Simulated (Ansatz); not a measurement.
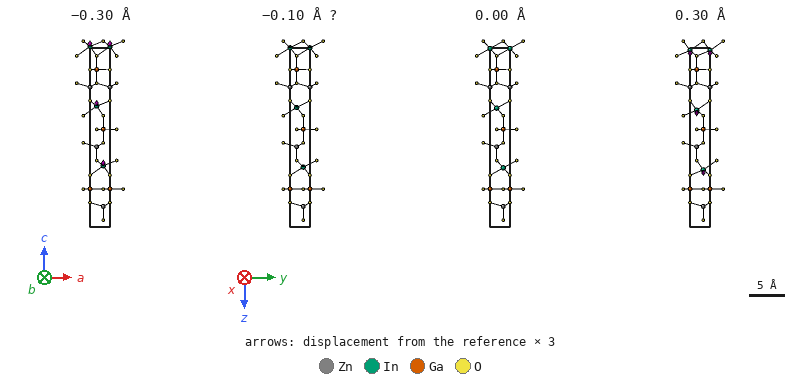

A scan of solid ZnInGaO4 (R3m): the In atom (one in each cell of 7 atoms) is moved along Cartesian [0 0 1], all else fixed. A ball-and-stick model of the conventional cell (3 times the calculation's cell), seen along the b axis. Purple arrows: displacements from the reference. Lengths and directions refer to the drawn axes.

These are results of Ansatz 0.2.0, DFT PBEsol, scalar-relativistic, plane waves, PAW, not measurements. Set-up: plane-wave cutoff 420 eV; k-point mesh 12 × 12 × 12; occupations gaussian; smearing width 0.05 eV; no spin polarisation. Energies (free energies at the smearing named) are counted from the cell as listed in its source, which wasn't relaxed.

| displacement (Å) | energy change (meV/cell) |
| --- | --- |
| −0.30 | 692 |
| −0.20 | 318 |
| −0.10 | ? |
| 0.00 | 0 |
| 0.05 | 17 |
| 0.10 | 72 |
| 0.15 | 166 |
| 0.20 | 298 |
| 0.25 | 466 |
| 0.30 | 668 |

**One row is withheld. What is its energy?**

A straight line between the two neighbours gives 159 meV/cell. A cubic through the four nearest rows (−0.30, −0.20, 0.00, 0.05) gives, with Lagrange weights, (−0.1429)(692) + (0.6000)(318) + (1.0000)(0) + (−0.4571)(17) = 84 meV/cell. The calculation gives 84 meV/cell, so the cubic is right to the digits shown and the straight line 75 meV/cell too high, as the curve bends upwards here.

The whole profile:

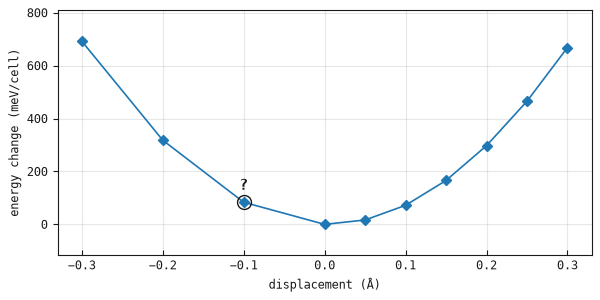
